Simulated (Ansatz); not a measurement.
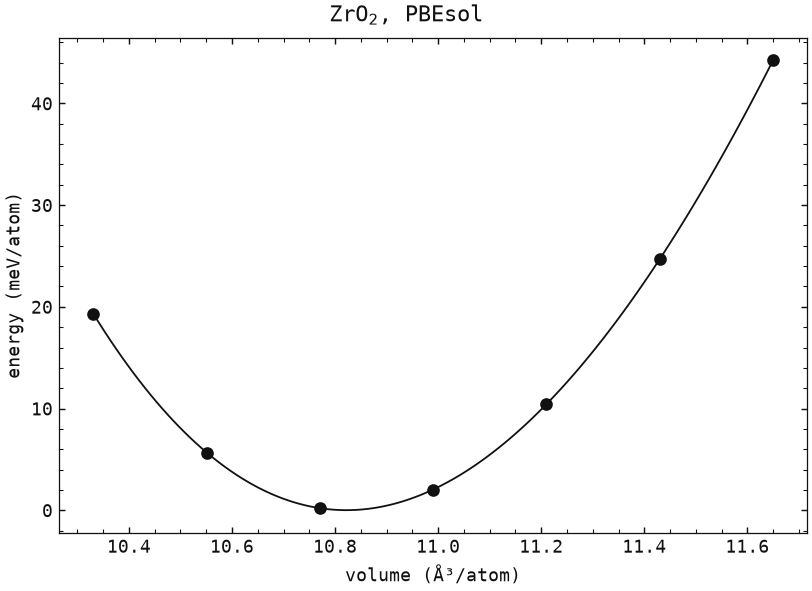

The plot gives the computed energy against volume for ZrO₂, space group Fm-3m (No. 225).

Structure:
```cif
data_structure
_symmetry_space_group_name_H-M 'P 1'
_symmetry_Int_Tables_number 1
_cell_length_a 3.5993
_cell_length_b 3.5993
_cell_length_c 3.5993
_cell_angle_alpha 60.000
_cell_angle_beta 60.000
_cell_angle_gamma 60.000
_cell_volume 32.97
loop_
_atom_site_label
_atom_site_type_symbol
_atom_site_fract_x
_atom_site_fract_y
_atom_site_fract_z
_atom_site_occupancy
Zr1 Zr 0.00000 0.00000 0.00000 1
O1 O 0.75000 0.75000 0.75000 1
O2 O 0.25000 0.25000 0.25000 1
```

Calculation (Ansatz 0.2.0): plane-wave DFT, no spin polarisation; energies at scaled volumes of the given cell, shape and fractions fixed, counted from the fit's minimum, third-order Birch-Murnaghan fit. Level: PBEsol.

- k mesh: 9×9×9
- occupations: Fermi–Dirac
- smearing width: 0.05 eV
- potentials: Ansatz PAW
- wave cutoff: 420 eV
- density cutoff: 1680 eV

This calculation gives: equilibrium volume 10.82 Å³/atom and bulk modulus 256 GPa.

Now the level changes from PBEsol to PBE. What happens?

The equilibrium volume rises from 10.82 to 11.16 Å³/atom (+3.1 %) and the bulk modulus falls from 256 to 236 GPa (−7.8 %).

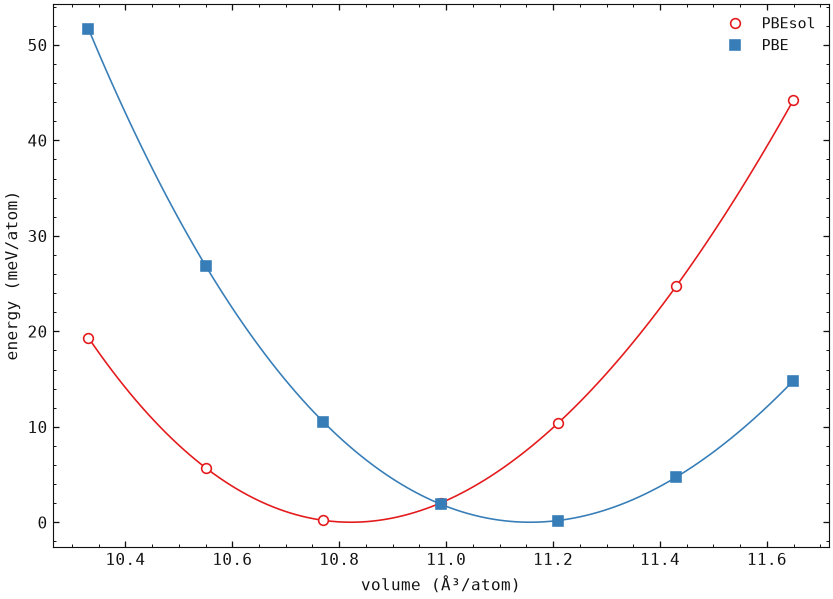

The two results together.

V0 and the bulk modulus come from third-order Birch–Murnaghan fits.
